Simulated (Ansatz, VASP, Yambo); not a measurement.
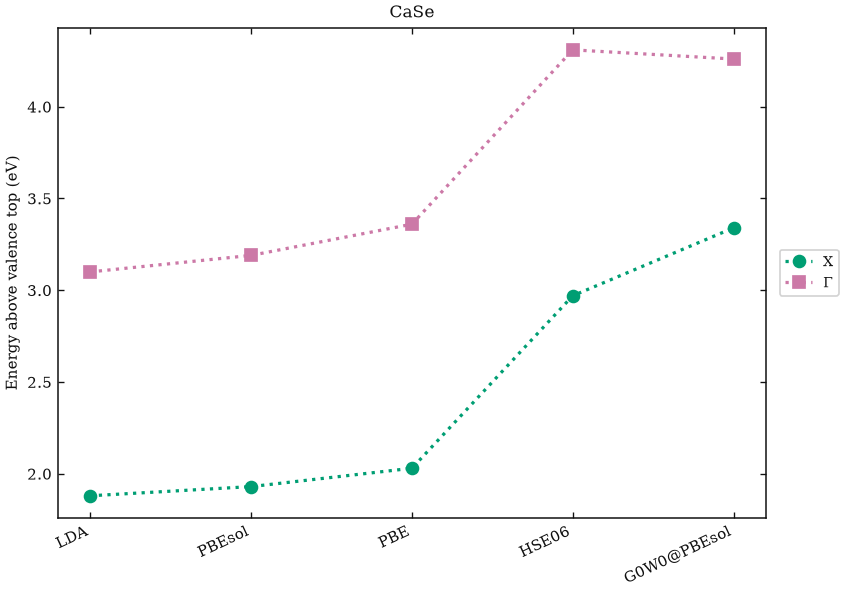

Lowest conduction level at each named k point, counted from the valence-band top at Γ, by several methods on one cell of rocksalt CaSe, space group Fm-3m, 2 atoms in the primitive cell; cubic a = 5.912 Å. All runs are without spin-orbit coupling and carry no moments.

| method | program | X (eV) | Γ (eV) |
| --- | --- | --- | --- |
| LDA | Ansatz LAPW | 1.88 | 3.10 |
| PBEsol | Ansatz LAPW | 1.93 | 3.19 |
| PBE | Ansatz LAPW | 2.03 | 3.36 |
| HSE06 | Ansatz (PAW made for the crystal) | 2.97 | 4.31 |
| G0W0@PBEsol | Yambo | 3.34 | 4.26 |

> What does G0W0@LDA give? It was run as: LDA, VASP PAW LDA potentials, release 64 (Se_GW, Ca_sv_GW), 4×4×4 k mesh, 500 eV cutoff, Gaussian smearing of 0.01 eV (VASP), G0W0 with GW iterations 1, cutoff of the response function 150 eV, frequency points 50 and empty bands 215.

It starts from LDA, whose row gives 1.88 eV at X in another program. G0W0@LDA gives 3.62 eV at X and 4.58 eV at Γ, which is +1.74 eV from LDA at X.

> How do the methods rank at X?

From low to high: LDA 1.88, PBEsol 1.93, PBE 2.03, HSE06 2.97, G0W0@PBEsol 3.34, G0W0@LDA 3.62 eV.

> Do the methods agree on which of these conduction levels is lowest?

Yes: all put it at X.

Settings. LDA: all-electron LAPW, 8×8×8 k mesh, Fermi-Dirac smearing of 0.05 eV (Ansatz). PBEsol: all-electron LAPW, 8×8×8 k mesh, Gaussian smearing of 0.02 eV (Ansatz). PBE: all-electron LAPW, 8×8×8 k mesh, Gaussian smearing of 0.1 eV (Ansatz 0.2.0). HSE06: PAW data sets made for the crystal, 6×6×6 k mesh, Fermi-Dirac smearing of 0.05 eV (Ansatz). G0W0@PBEsol: PBEsol, PseudoDojo 0.4 SR PBEsol stringent, 4×4×4 k mesh, 1415 eV cutoff, fixed occupations (Yambo 5.3.0), G0W0 with frequency dependence of W plasmon pole, bands in the response 137, bands in the self-energy 137, cutoff of the response matrix 12 Ry and cutoff of exchange and Vxc 104 Ry.

These are six of the 13 methods that were run on this cell. The runs come from different programs and meshes, which adds differences of its own. Spin-orbit coupling is left out, which matters for Se. LDA, GGA and most meta-GGA functionals understate gaps. G0W0@PBEsol and G0W0@LDA: the k mesh is coarse, so the values aren't converged. HSE06: the k mesh is thin for exact exchange. G0W0@LDA: bands, screening cutoff and mesh are small and nothing is extrapolated, so the quasiparticle values aren't converged. The GW runs differ in bands or cutoffs. The GW values are at finite bands, cutoffs and mesh, short of the basis limit.
